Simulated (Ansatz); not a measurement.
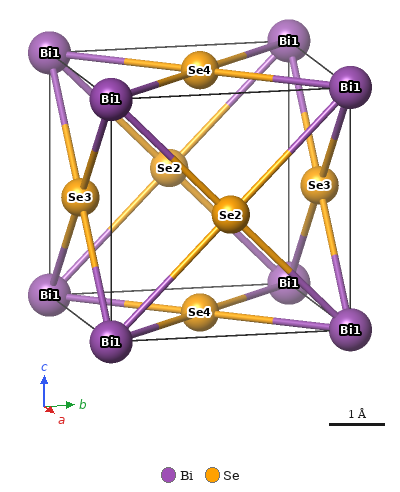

Fig. 1: The structure of run A (ball-and-stick view of the cell of the calculation, seen slightly off an axis; atoms are numbered from 1 in the order of the input).

# What a change does: geometry relaxation on BiSe₃

System: BiSe₃ (Pm-3m, 4 atoms in the cell).
Method of run A: DFT r2SCAN, scalar-relativistic, plane waves, PAW, no spin polarisation (Ansatz 0.2.0).

The structure was made by swapping elements on the sites of another compound; it need not be a known phase. Text and figures count atoms from 1; the logs count them from 0 in places.

### The input, run A
```yaml
crystal:
  lattice:
    - [4.547770799, 0.0, 0.0]
    - [0.0, 4.547770799, 0.0]
    - [0.0, 0.0, 4.547770799]
  atoms:
    - { symbol: Bi, position: [0.0, 0.0, 0.0] }
    - { symbol: Se, position: [0.0, 0.5, 0.5] }
    - { symbol: Se, position: [0.5, 0.0, 0.5] }
    - { symbol: Se, position: [0.5, 0.5, 0.0] }
basis:
  ecutwfc: 500
kpoints:
  mp_grid: { grid: [10, 10, 10] }
hamiltonian:
  xc: r2scan
scf:
  occupations: { method: gaussian, width: 0.1 }
output:
  forces: true
  stress: true
  eigenvalues: true
relax:
  adjacent_minimum: "off"
  f_tol: 0.01
  max_steps: 80
  cell: { stress_tol: 0.05 }
```

Launched with:
```bash
ansatz run input.yaml --threads 1 --pin off --max-ram 2560MiB --backend cpu --events-out ev --progress --plain --runs-dir out
```

Hardware: 1 thread of Intel Xeon (Granite Rapids), 192 GiB of memory available, shared host.

### Output, shortened to warnings, some set-up lines, iterations and results (run A)
```
Basis set: ecut = 500 eV, 2373 PW (Γ), exchange–correlation on 144×144×144 points (64 copies of the dense FFT grid, shifted against one another)
Symmetry: 48 space group operations
k-points: 56 of 1000
Initial density: superposition of atomic densities (neutral atoms: chi_scale 0, normalization atom), corrected by the library's trained network
[...]
SCF iter   1: F=—  HF=-28843.444787 eV  |F-HF|=—  |Δ(HF+E_count)|=         —  Δρ=6.21e-3  dr2=8.32e-2  dr2_τ=5.33e-3  ethr=1.77e-3  ⟨swp⟩=7.1  Hψ=8922  notcnv=0  defer=2
SCF iter   2: F=—  HF=-28843.456976 eV  |F-HF|=—  |Δ(HF+E_count)|=   1.22e-2  Δρ=3.63e-3  dr2=2.74e-2  dr2_τ=4.18e-4  ethr=1.32e-4  ⟨swp⟩=3.0  Hψ=4567  notcnv=0  defer=77
SCF iter   3: F=—  HF=-28843.454685 eV  |F-HF|=—  |Δ(HF+E_count)|=   2.29e-3  Δρ=1.17e-3  dr2=3.61e-3  dr2_τ=2.68e-5  ethr=4.35e-5  ⟨swp⟩=1.1  Hψ=2057  notcnv=0  defer=77
SCF iter   4: F=—  HF=-28843.454459 eV  |F-HF|=—  |Δ(HF+E_count)|=   2.26e-4  Δρ=4.91e-4  dr2=1.66e-4  dr2_τ=4.94e-6  ethr=5.73e-6  ⟨swp⟩=2.0  Hψ=2572  notcnv=0  defer=77
SCF iter   5: F=—  HF=-28843.454542 eV  |F-HF|=—  |Δ(HF+E_count)|=   8.28e-5  Δρ=1.39e-4  dr2=4.84e-5  dr2_τ=1.24e-6  ethr=2.63e-7  ⟨swp⟩=2.0  Hψ=2712  notcnv=0  defer=77
[... 23 lines ...]
SCF iter   4: F=—  HF=-28843.456469 eV  |F-HF|=—  |Δ(HF+E_count)|=  1.38e-10  Δρ=8.41e-7  dr2=9.19e-10  dr2_τ=2.52e-11  ethr=5.66e-12  ⟨swp⟩=2.0  Hψ=3851  notcnv=0
SCF iter   5: F=—  HF=-28843.456469 eV  |F-HF|=—  |Δ(HF+E_count)|=  1.46e-10  Δρ=2.13e-7  dr2=9.27e-11  dr2_τ=5.39e-12  ethr=1.46e-12  ⟨swp⟩=3.0  Hψ=3888  notcnv=0
SCF iter   6: F=-28843.456469 eV  HF=-28843.456469 eV  |F-HF|=1.46e-11  |Δ(HF+E_count)|=  3.27e-11  Δρ=1.10e-7  dr2=2.04e-11  dr2_τ=2.24e-13  ethr=1.00e-12  ⟨swp⟩=5.0  …
SCF 4 converged in 6 iterations: F = -28843.456469 eV  dr2 = 2.04e-11
relax step   4: F+E_penalty+E_count = -28843.45646871 eV  Δ(F+E_penalty+E_count) = +7.155e-5 eV  max|allowed force component| = 7.889e-31 eV/Å  Δτ_max = 0.0000 Å  P = -0.007 …
basis re-selected at this cell: Δ(F+E_penalty+E_count) = +7.155e-5 eV, ΔP = -0.000 GPa vs the last step (what re-selecting the basis moved, of the pressure what is left beyond the Pulay correction that the steps carried, after the strain that the cell walked since its last selection, with what the …
SCF converged after 6 iterations
Free energy (F): -28843.456469 eV
Harris-Foulkes:  -28843.456469 eV  (|F-HF|=1.46e-11)
Internal energy: -28843.432834 eV  (E = F + TS)
E sigma→0 (E₀):  -28843.444651 eV
Entropy (-TS):   -0.023635 eV (-5.909 meV/atom)
Fermi energy:    10.901719 eV
--- Per-component energies (eV) ---
  E_band       = -1165.671835
  E_kinetic    = 652.160130
  E_local      = -7812.740946  (includes V_loc(G=0)·N_el)
  E_nonlocal   = -1219.893264
  E_hartree    = 3669.009669
  E_xc         = -433.635916
  E_vxc        = -470.711505  (∫ρ·V_xc dr)
  E_paw        = -16465.038254  (= ΣΔE_a)
  E_vpaw       = 321.350507  (= ΣTr[D̂ρ^β])
  E_aug_tail   = -0.000876  (compensation charges beyond the density's cutoff)
  E_vtau       = 26.145028  (kinetic-family band-sum trace: ∫τ·v_τ [+ j·A + Jᵃ·Aᵃ] dr)
  E_ewald      = -7228.874612
  E_core_change = -4.418764  (= ΣΔE_core)
  E_smearing   = -0.023635  (= −TS)
  E_closure    = -0.000000  (closes the sum)
  Σ components = -28843.456469   (vs F -28843.456469, Δ=0.00e0)
--- Forces (eV/Å), atoms counted from 1 ---
  atom   1  Bi     0.00000000     0.00000000    -0.00000000
  atom   2  Se     0.00000000     0.00000000    -0.00000000
  atom   3  Se    -0.00000000     0.00000000     0.00000000
  atom   4  Se    -0.00000000    -0.00000000    -0.00000000
  max |Σ_I F_I| component: 9.20e-31 eV/Å
--- Stress (GPa, compression-positive) ---
       -0.007399      -0.000000       0.000000
       -0.000000      -0.007399       0.000000
        0.000000       0.000000      -0.007399
  P = ⅓ Tr σ = -0.0074 GPa (-0.074 kbar)
--- Relaxed structure (3 steps of the walk, 3 accepted, 1 SCFs on fresh bases) ---
  F+E_penalty+E_count = -28843.45646871 eV   max|allowed force component| = 7.889e-31 eV/Å   (the final SCF, on the basis selected at the relaxed cell)
  cell:  # Å, volume = 93.1279 Å³
    - [4.53273053715535, 5.3364308875729654e-34, 3.851859888774472e-34]
    - [-2.2870418089598426e-34, 4.53273053715535, -5.617295671129437e-35]
[...]
```

For run B the input was changed thus:
```diff
-  ecutwfc: 500
+  ecutwfc: "700 eV"
-  f_tol: 0.01
+  f_tol: 0.001
+  max_displacement: 0.1
```

Predict how the results change.

The free energy of run B is 0.39 meV per atom lower, which measures how much it depends on this numerical setting. More plane waves can only lower the energy of a fixed Hamiltonian, so the higher cutoff gives the lower value. The number of SCF iterations is the same. On the same kind of shared host run B took about 1.5 times as long.

### Output, shortened to warnings, some set-up lines, iterations and results (run B)
```
Basis set: ecut = 700 eV, 3911 PW (Γ), exchange–correlation on 160×160×160 points (64 copies of the dense FFT grid, shifted against one another)
Symmetry: 48 space group operations
k-points: 56 of 1000
Initial density: superposition of atomic densities (neutral atoms: chi_scale 0, normalization atom), corrected by the library's trained network
[...]
SCF iter   1: F=—  HF=-28843.446249 eV  |F-HF|=—  |Δ(HF+E_count)|=         —  Δρ=6.22e-3  dr2=8.31e-2  dr2_τ=5.21e-3  ethr=1.77e-3  ⟨swp⟩=7.1  Hψ=8914  notcnv=0  defer=2
SCF iter   2: F=—  HF=-28843.458519 eV  |F-HF|=—  |Δ(HF+E_count)|=   1.23e-2  Δρ=3.64e-3  dr2=2.74e-2  dr2_τ=4.21e-4  ethr=1.32e-4  ⟨swp⟩=3.0  Hψ=4600  notcnv=0  defer=77
SCF iter   3: F=—  HF=-28843.456244 eV  |F-HF|=—  |Δ(HF+E_count)|=   2.28e-3  Δρ=1.17e-3  dr2=3.61e-3  dr2_τ=2.70e-5  ethr=4.35e-5  ⟨swp⟩=1.1  Hψ=2057  notcnv=0  defer=77
SCF iter   4: F=—  HF=-28843.456017 eV  |F-HF|=—  |Δ(HF+E_count)|=   2.27e-4  Δρ=4.91e-4  dr2=1.65e-4  dr2_τ=4.91e-6  ethr=5.73e-6  ⟨swp⟩=2.0  Hψ=2567  notcnv=0  defer=77
SCF iter   5: F=—  HF=-28843.456099 eV  |F-HF|=—  |Δ(HF+E_count)|=   8.24e-5  Δρ=1.40e-4  dr2=4.69e-5  dr2_τ=1.20e-6  ethr=2.62e-7  ⟨swp⟩=2.0  Hψ=2697  notcnv=0  defer=77
[... 23 lines ...]
SCF iter   4: F=—  HF=-28843.458009 eV  |F-HF|=—  |Δ(HF+E_count)|=  4.47e-10  Δρ=5.32e-7  dr2=4.81e-10  dr2_τ=9.69e-12  ethr=4.03e-12  ⟨swp⟩=2.0  Hψ=3887  notcnv=0
SCF iter   5: F=—  HF=-28843.458009 eV  |F-HF|=—  |Δ(HF+E_count)|=  1.16e-10  Δρ=1.89e-7  dr2=5.55e-11  dr2_τ=4.61e-12  ethr=1.00e-12  ⟨swp⟩=2.0  Hψ=3889  notcnv=0
SCF iter   6: F=-28843.458009 eV  HF=-28843.458009 eV  |F-HF|=1.46e-11  |Δ(HF+E_count)|=  3.27e-11  Δρ=9.04e-8  dr2=1.14e-11  dr2_τ=1.54e-13  ethr=1.00e-12  ⟨swp⟩=4.6  …
SCF 4 converged in 6 iterations: F = -28843.458009 eV  dr2 = 1.14e-11
relax step   4: F+E_penalty+E_count = -28843.45800887 eV  Δ(F+E_penalty+E_count) = +2.957e-5 eV  max|allowed force component| = 2.367e-30 eV/Å  Δτ_max = 0.0000 Å  P = -0.007 …
basis re-selected at this cell: Δ(F+E_penalty+E_count) = +2.957e-5 eV, ΔP = +0.000 GPa vs the last step (what re-selecting the basis moved, of the pressure what is left beyond the Pulay correction that the steps carried, after the strain that the cell walked since its last selection, with what the …
SCF converged after 6 iterations
Free energy (F): -28843.458009 eV
Harris-Foulkes:  -28843.458009 eV  (|F-HF|=1.46e-11)
Internal energy: -28843.434374 eV  (E = F + TS)
E sigma→0 (E₀):  -28843.446191 eV
Entropy (-TS):   -0.023635 eV (-5.909 meV/atom)
Fermi energy:    10.901546 eV
--- Per-component energies (eV) ---
  E_band       = -1165.694714
  E_kinetic    = 652.162782
  E_local      = -7812.750127  (includes V_loc(G=0)·N_el)
  E_nonlocal   = -1219.891356
  E_hartree    = 3669.008716
  E_xc         = -433.639986
  E_vxc        = -470.717105  (∫ρ·V_xc dr)
  E_paw        = -16465.041716  (= ΣΔE_a)
  E_vpaw       = 321.337687  (= ΣTr[D̂ρ^β])
  E_aug_tail   = -0.000169  (compensation charges beyond the density's cutoff)
  E_vtau       = 26.146292  (kinetic-family band-sum trace: ∫τ·v_τ [+ j·A + Jᵃ·Aᵃ] dr)
  E_ewald      = -7228.863753
  E_core_change = -4.418764  (= ΣΔE_core)
  E_smearing   = -0.023635  (= −TS)
  E_closure    = 0.000000  (closes the sum)
  Σ components = -28843.458009   (vs F -28843.458009, Δ=0.00e0)
--- Forces (eV/Å), atoms counted from 1 ---
  atom   1  Bi     0.00000000     0.00000000     0.00000000
  atom   2  Se     0.00000000    -0.00000000    -0.00000000
  atom   3  Se     0.00000000    -0.00000000     0.00000000
  atom   4  Se     0.00000000     0.00000000     0.00000000
  max |Σ_I F_I| component: 4.08e-30 eV/Å
--- Stress (GPa, compression-positive) ---
       -0.006890      -0.000000      -0.000000
       -0.000000      -0.006890      -0.000000
       -0.000000       0.000000      -0.006890
  P = ⅓ Tr σ = -0.0069 GPa (-0.069 kbar)
--- Relaxed structure (3 steps of the walk, 3 accepted, 1 SCFs on fresh bases) ---
  F+E_penalty+E_count = -28843.45800887 eV   max|allowed force component| = 2.367e-30 eV/Å   (the final SCF, on the basis selected at the relaxed cell)
  cell:  # Å, volume = 93.1283 Å³
    - [4.532737345896826, -1.2839532962581572e-34, 1.925929944387236e-34]
    - [-1.2839532962581572e-34, 4.532737345896826, -6.419766481290786e-35]
[...]
```

### The two runs side by side

```csv
quantity,run A,run B
outcome,converged,converged
free energy per atom (eV),−7210.8641,−7210.8645
"energy per atom, smearing taken to zero (eV)",−7210.8612,−7210.8615
gap on the mesh (eV),0.00,0.00
pressure (GPa),−0.01,−0.01
largest force (eV/Å),0.000,0.000
SCF iterations,25,25
irreducible k-points,56,56
wall time (shared host),45 s,68 s
```

For both runs: Spin–orbit coupling is left out, which matters for Bi.
